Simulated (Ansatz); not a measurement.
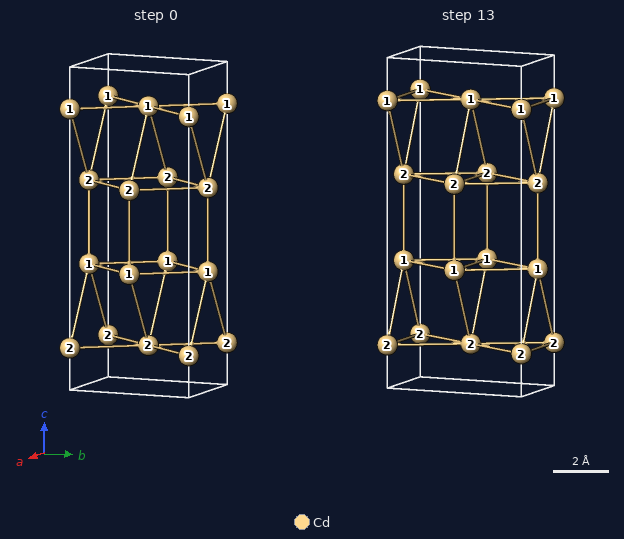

The structure of solid Cd (built on the black phosphorus_64 type) before (left) and after (right) a relaxation, at one scale.

The picture is a ball-and-stick view of the conventional cell (4 times the calculation's cell), seen slightly off an axis. Lengths and directions refer to the drawn axes.

Case: black phosphorus type (Cmce, No. 64).

The calculation used DFT PBE, scalar-relativistic, plane waves, PAW in Ansatz 0.2.0. Settings: plane-wave cutoff 420 eV; k-point mesh 20 × 20 × 20; occupations gaussian; smearing width 0.1 eV; no spin polarisation; cell and atoms relaxed; force threshold 0.01 eV/Å; at most 80 steps.

> What changed between the two?

The energy falls by 28.4 meV per atom in 10 accepted moves (13 points after the start). The largest force component goes from 0.019 to 0.0015 eV/Å. Pressure: 0.19 GPa at the start and 0.00 GPa at the end. The line search rejected the trial step at point 6 of the run. The SCF was repeated twice at an unchanged geometry on a basis and grid sized afresh for the cell, which shifted the energy by 0.6 meV per atom at most. The largest moves relative to the cell, 0.004 Å, are those of Cd1 and Cd2. Cd2 goes along +c. Cell: a 3.503 → 2.997 Å (−14.4 %), b 4.736 → 5.337 Å (+12.7 %), c 11.930 → 12.204 Å (+2.3 %). Volume −1.4 %. Some distances before and after: Cd1–Cd1 3.503 → 2.997 Å, Cd1–Cd1 (another image) 2.945 → 3.060 Å, Cd1–Cd2 3.102 → 3.181 Å, Cd1–Cd2 (another image) 3.356 → 3.283 Å. The space group stays Fmmm (No. 69). The run took roughly 7 core-minutes on a shared host.
